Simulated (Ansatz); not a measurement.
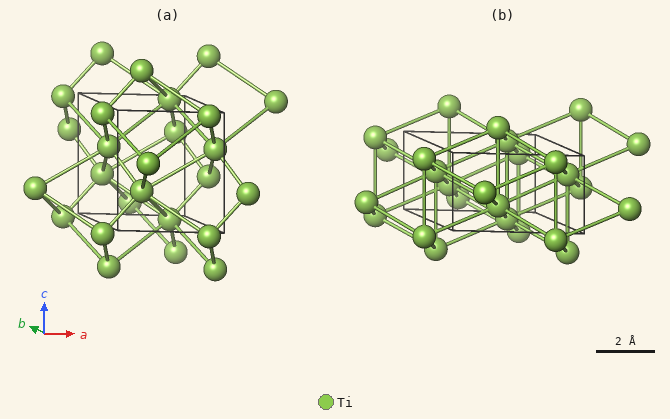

The structure of solid Ti (built on the trigonal selenium_152 type) (coarse preliminary run) before (left) and after (right) a relaxation, at one scale.

A ball-and-stick model of the cell of the calculation, seen slightly off an axis.

Case: trigonal selenium type (P3_121, No. 152).

Computed with Ansatz, DFT r2SCAN, scalar-relativistic, plane waves, PAW. Set-up: plane-wave cutoff 500 eV; k-point mesh 6 × 6 × 4; occupations gaussian; smearing width 0.1 eV; no spin polarisation; cell and atoms relaxed; force threshold 0.04 eV/Å; at most 70 steps.

Describe what moved and what it gained.

Answer. The energy falls by 4.204 eV per cell of the calculation in 18 accepted moves (21 points after the start). Largest force component: 2.1 eV/Å at the start, 0.002 eV/Å at the end. The pressure goes from 3.33 to 0.06 GPa. The line search rejected the trial step at point 13 of the run. At 2 points the geometry stayed and the basis and grid were re-selected for the new cell (energy shift of 18.6 meV per cell of the calculation at most each time). The largest moves relative to the cell, 0.55 Å, are those of Ti atoms. Cell: a = b 3.756 → 4.644 Å (+23.6 %), c 4.262 → 2.760 Å (−35.2 %). Volume −1.0 %. Among the contacts that change: Ti–Ti 4.262 → 2.760 Å, Ti–Ti 2.042 → 2.922 Å, Ti–Ti 2.956 → 2.793 Å, Ti–Ti 3.197 → 3.328 Å. Among the angles between lasting bonds that change: Ti–Ti–Ti 103.1° → 69.4°, Ti–Ti–Ti 78.9° → 112.5°, Ti–Ti–Ti 99.0° → 68.4°. The space group stays P3_121 (No. 152). The run took roughly 3 core-minutes on a shared host.
